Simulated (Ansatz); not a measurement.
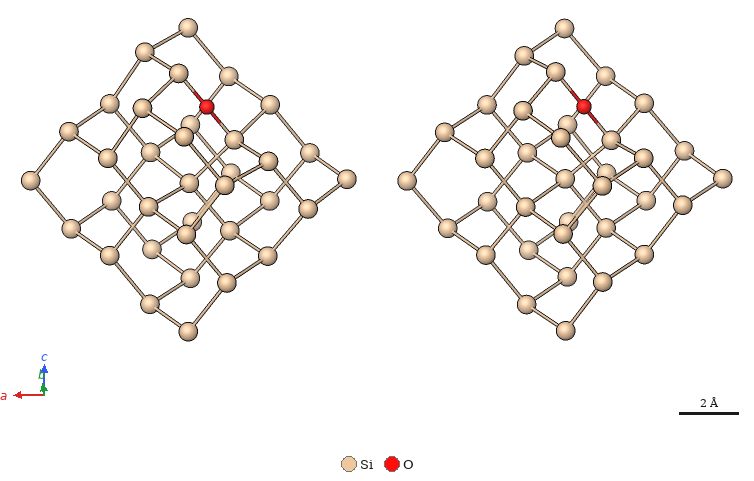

Two geometries of a defect cell of composition Si216O (cell charge −1), drawn at one scale. One is the start of a relaxation, the other its converged end. Style: ball-and-stick. Shown: the atoms within 5.8 Å of the atom that moves most (axes of the cell of the calculation (origin shifted)), from a free direction.

Method: Ansatz 0.2.0, DFT, PBEsol, PAW, plane waves. Set-up: plane-wave cutoff 420 eV; k-point mesh 1 × 1 × 1; mesh shifted by (0.25, 0.25, 0.25); collinear spin; atoms relaxed in a fixed cell; force threshold 0.03 eV/Å; at most 80 steps.

Q: Which geometry has the lower energy?

A: The left one is the relaxed one. Over 4 geometry steps the energy falls by 2.238 eV per cell of the calculation. The largest force component goes from 1.9 to 0.023 eV/Å. A Si atom moves most: 0.17 Å roughly along [−1 −2 −3]. By element the largest moves are Si 0.17 Å, O 0.05 Å. The cell doesn't change. Among the contacts that change: Si–Si 2.207 → 2.329 Å, Si–Si 2.413 → 2.350 Å, Si–Si 2.383 → 2.324 Å, Si–Si 2.300 → 2.355 Å. Among the angles between lasting bonds that change: Si–Si–Si 115.0° → 110.4°, Si–Si–Si 119.8° → 115.5°, Si–Si–O 98.9° → 103.0°. The program noted that the starting moments weren't kept.

Limits of the set-up: the cell is charged, on a uniform background, and energies carry no finite-size correction.
